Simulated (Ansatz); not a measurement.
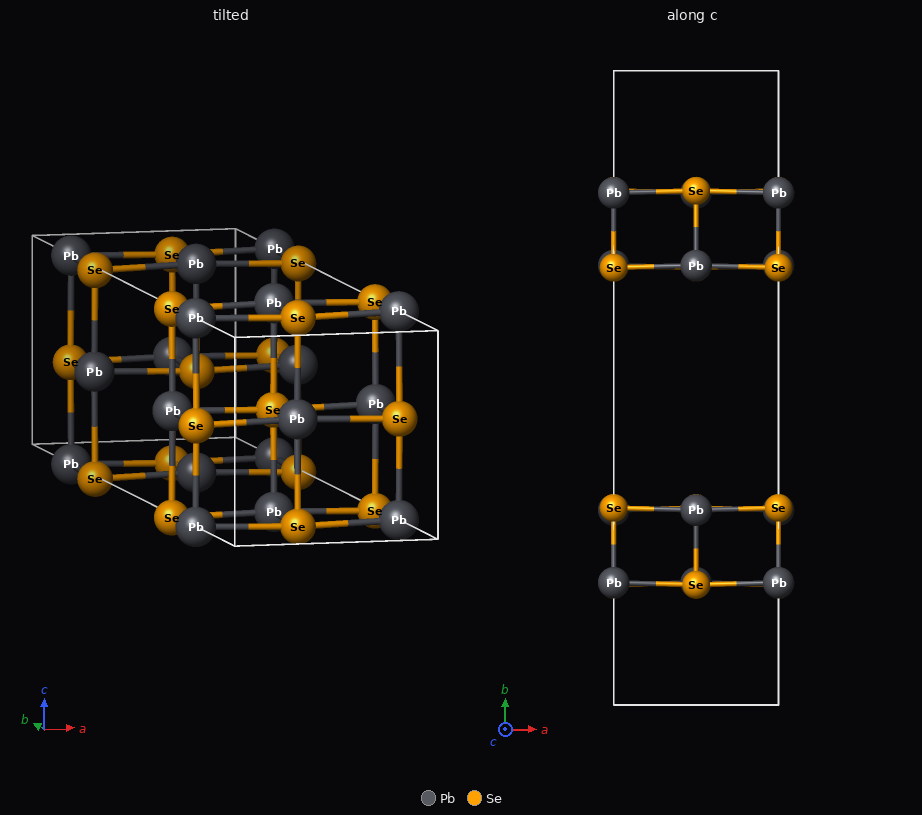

Ball-and-stick model, viewed slightly off an axis and along the c axis. The parallelepiped is the conventional unit cell.

PbSe, space group Fmm2 (No. 42), a = 6.236 Å, b = 24.002 Å, c = 6.251 Å, α = 90.00°, β = 90.00°, γ = 90.00°. The structure comes from a structure listed in the Materials Project. Earlier steps of the study may have refined or changed the cell and positions. It went into a calculation with Ansatz.

This one geometry was computed with Ansatz (DFT, plane waves, PAW) at three levels of theory: PBE with spin-orbit coupling, r2SCAN and PBE.

**How does the band gap change with the level of theory?**

PBE with spin-orbit coupling: a gap of 1.32 eV on the k-mesh; PBE: a gap of 1.55 eV on the k-mesh; r2SCAN: a gap of 1.88 eV on the k-mesh.

**Collect the results in a table.**

| level | cutoff (eV) | k-mesh of the run's cell | gap (eV) | pressure (GPa) |
| --- | --- | --- | --- | --- |
| PBE with spin-orbit coupling | 420 | 4×4×4 | 1.32 | -0.2 |
| r2SCAN | 500 | 8×8×8 | 1.88 | -0.5 |
| PBE | 420 | 8×8×8 | 1.55 | 0.0 |

Gaps are taken on the k-mesh or band path of each run.
